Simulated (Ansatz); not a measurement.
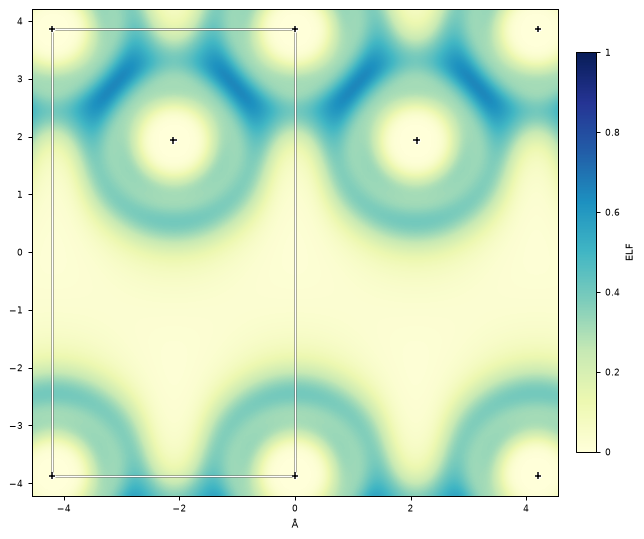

The ELF on a plane through atoms (crosses mark nuclei in the plane).

Theory: DFT r2SCAN, scalar-relativistic, plane waves, PAW in Ansatz 0.2.0.

Candidates:
A. Sn, a = 4.21 Å, b = 4.21 Å, c = 7.73 Å, α = 90.00°, β = 90.00°, γ = 90.00°. Space group I4₁/amd.
B. Ag, a = 2.84 Å, b = 2.84 Å, c = 5.10 Å, α = 90.00°, β = 90.00°, γ = 120.00°. Space group P6₃/mmc.
C. TaN, a = 3.08 Å, b = 3.08 Å, c = 4.36 Å, α = 90.00°, β = 90.00°, γ = 90.00°. Space group I4mm; changed on purpose from its base cell (all N atoms moved -0.100 Å, as atom 2 towards its neighbour atom 1 (Ta) at 2.179 A); not relaxed (largest force 0.9 eV/Å); computed pressure about 12 GPa in this cell.

> Which system is this?

Candidate A: Sn on the (010) plane of the conventional cell, which holds Sn. Sn–Sn (2.86 Å): the ELF peaks at about 0.65 between the atoms.
